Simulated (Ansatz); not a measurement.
```
CELL_PARAMETERS angstrom
-4.64328 4.64328 5.92776
4.64328 4.64328 -5.92776
-4.64328 -4.64328 -5.92776
ATOMIC_POSITIONS crystal
Ti 0.50118 0.74372 0.25758
Ti 0.50587 0.50932 0.99016
Ti 0.99681 0.24865 0.24830
Ti 0.00192 0.00497 0.00343
Ti 0.98923 0.74541 0.74392
Ti 0.00198 0.49864 0.49711
Ti 0.50022 0.22829 0.77207
Ti 0.50587 0.01589 0.49661
Ti 0.50087 0.37868 0.33599
Ti 0.48941 0.10553 0.12617
Ti 0.00145 0.87625 0.37527
Ti 0.00617 0.62832 0.12705
Ti 0.00616 0.37918 0.87785
Ti 0.00142 0.12615 0.62525
Ti 0.48947 0.86330 0.88403
Ti 0.50090 0.66501 0.62232
O 0.49792 0.15974 0.34851
O 0.00112 0.90093 0.60031
O 0.00221 0.65207 0.35124
O 0.99845 0.40010 0.09845
O 0.00222 0.15110 0.85026
O 0.50919 0.89867 0.11069
O 0.49791 0.64950 0.83831
O 0.79689 0.52159 0.52628
O 0.80763 0.27754 0.28278
O 0.30832 0.04056 0.52871
O 0.30726 0.77773 0.28183
O 0.30728 0.52554 0.02966
O 0.30832 0.27971 0.76790
O 0.80760 0.02495 0.03019
O 0.79685 0.77069 0.77540
O 0.50094 0.58943 0.41158
O 0.49930 0.34051 0.13333
O 0.99488 0.09337 0.40163
O 0.00155 0.84646 0.15514
O 0.00491 0.59850 0.90653
O 0.00158 0.34655 0.65521
O 0.50405 0.09322 0.91096
O 0.49929 0.86608 0.65890
O 0.20317 0.22564 0.22972
O 0.19518 0.96728 0.97435
O 0.69516 0.71754 0.22379
O 0.69353 0.47357 0.96050
O 0.69354 0.23316 0.72008
O 0.69517 0.97148 0.47774
O 0.19520 0.72099 0.72802
O 0.20322 0.47358 0.47767
```

Computed without spin polarisation.

Method: DFT PBE, scalar-relativistic, plane waves, PAW in Ansatz.

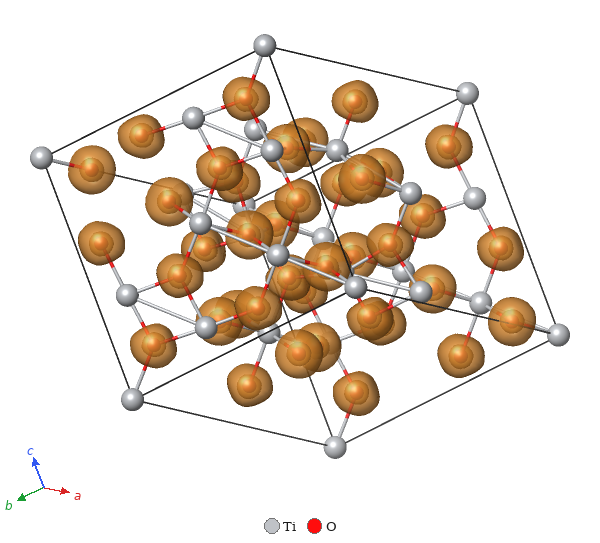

Ti₁₆O₃₁ (cell with a defect). Isosurface of the electron localisation function at 0.75 (orange), seen at an oblique angle. Only the valence region is drawn (cores and ρ < 0.01 e/Å³ removed). Sticks mark near contacts.

> What do the ELF domains correspond to?

The ELF exceeds this value in 31 regions wrapped around O (the valence shell of each), counted in one cell of 47 atoms. Regions shared between cells count once.

Values along the shortest contacts:
Ti–O (1.78 Å): the ELF peaks at about 0.80 in the valence shell of O, 0.6 Å from its nucleus, and is about 0.30 at the midpoint. Ti–Ti (2.83 Å): the ELF is about 0.10 at the midpoint: no localised pair shows between them.
